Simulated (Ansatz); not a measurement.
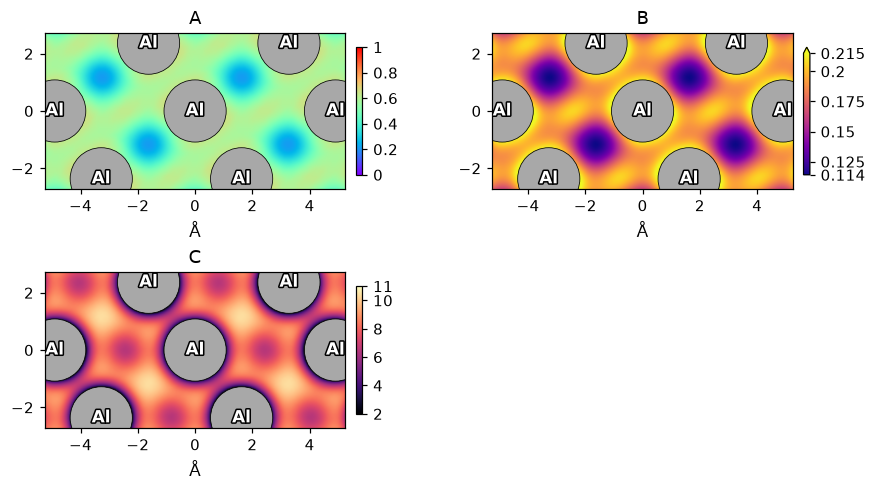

Al: 3 fields on the (010) plane of the calculation cell, with unlabelled colour scales. Grey discs cover the atomic cores.

Space group C2/m; a structure from a database of computed crystals, not necessarily the ambient phase.

Theory: DFT PBE, scalar-relativistic, plane waves, PAW in Ansatz 0.2.0.

> The panels show electron localisation function, electrostatic potential energy of an electron and valence pseudo-density in some order. Assign them.

Panel A: electron localisation function. Panel B: valence pseudo-density. Panel C: electrostatic potential energy of an electron (low next to the atoms, rising into the space between them). From the grid: Al–Al (2.87 Å): ρ at the midpoint is about 0.2 e/Å³; the ELF peaks at about 0.60 between the atoms.
